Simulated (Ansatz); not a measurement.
CdSe, space group P6_3mc (No. 186), a = 4.303 Å, b = 4.303 Å, c = 7.019 Å, α = 90.00°, β = 90.00°, γ = 120.00°

| site | Wyckoff | x | y | z |
| --- | --- | --- | --- | --- |
| Cd | 2b | 0.3333 | 0.6667 | 0.0046 |
| Se | 2b | 0.3333 | 0.6667 | 0.3804 |

Source: the geometry relaxed with Ansatz 0.2.0, DFT, PBEsol, plane waves, PAW.

Describe the coordination of Cd.

Answer. CdSe4: an essentially ideal tetrahedron (coordination number 4, S = 0.00; next best see-saw, S = 9.8). Bonds: 4 × Cd–Se 2.63 Å. The next neighbour, not counted, lies at 4.30 Å.

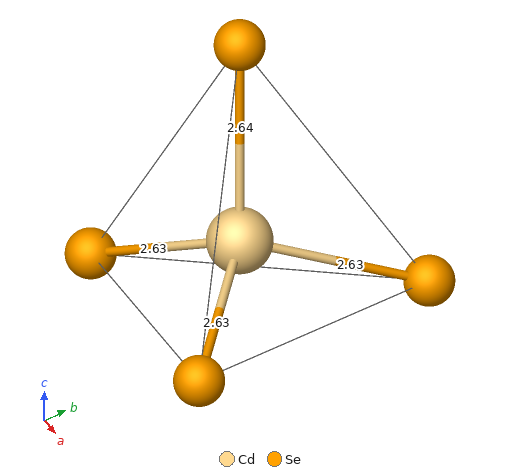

The polyhedron about Cd. Continuous shape measures are computed against ideal polyhedra (0 is ideal; above about 3 the distortion is strong).
